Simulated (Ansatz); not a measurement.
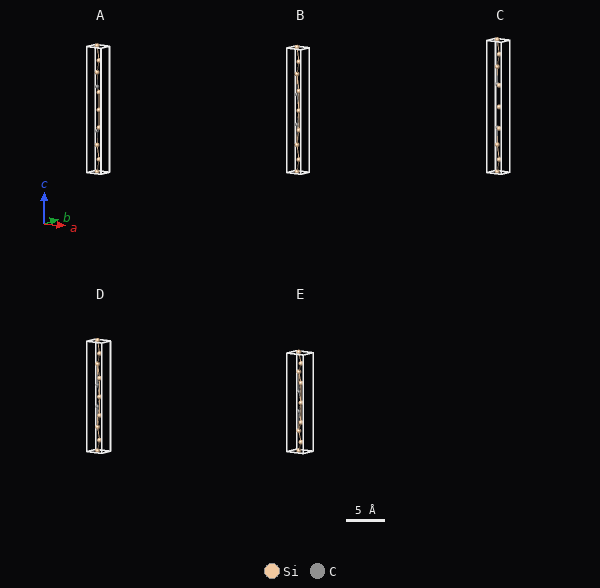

5 geometries from one relaxation of solid Si$_{4}$C (a generated structure, set up in P-6m2) (coarse preliminary run), in shuffled order. A ball-and-stick model of the cell of the calculation, seen from a free direction.

Computed with DFT PBE, scalar-relativistic, plane waves, PAW (Ansatz 0.2.0). Settings: plane-wave cutoff 420 eV; k-point mesh 6 × 6 × 2; occupations gaussian; smearing width 0.1 eV; no spin polarisation; cell and atoms relaxed; force threshold 0.04 eV/Å; at most 70 steps.

Order the frames from highest to lowest energy.

Answer. E, D, B, C, A. They are steps 0, 3, 10, 13, 23, at +743 meV per atom, +432 meV per atom, +286 meV per atom, +253 meV per atom relative to the last. The largest moves relative to the cell, 1.29 Å, are those of C atoms. By element the largest moves are C 1.29 Å, Si 1.03 Å. The drawn cell changes as follows: a = b 3.574 → 3.079 Å (−13.9 %), c 13.306 → 17.023 Å (+27.9 %); the volume changes by −5.1 %. Near-neighbour distances that change, for instance: Si–Si 2.661 → 4.297 Å, C–Si 2.455 → 3.479 Å, Si–Si 2.661 → 3.670 Å, Si–Si 2.661 → 3.598 Å. Bond angles that change, for instance: Si–Si–Si 65.6° → 91.8°, Si–Si–Si 65.6° → 90.7°, Si–Si–Si 93.4° → 74.1°. The space group stays P-6m2 (No. 187). Over 21 accepted moves (23 points after the start) the energy falls by 743 meV per atom. The largest force component goes from 1.6 to 0.014 eV/Å. The pressure goes from −3.54 to −0.17 GPa. At 2 points the geometry stayed and the basis and grid were re-selected for the new cell (energy shift of 9.8 meV per atom at most each time).
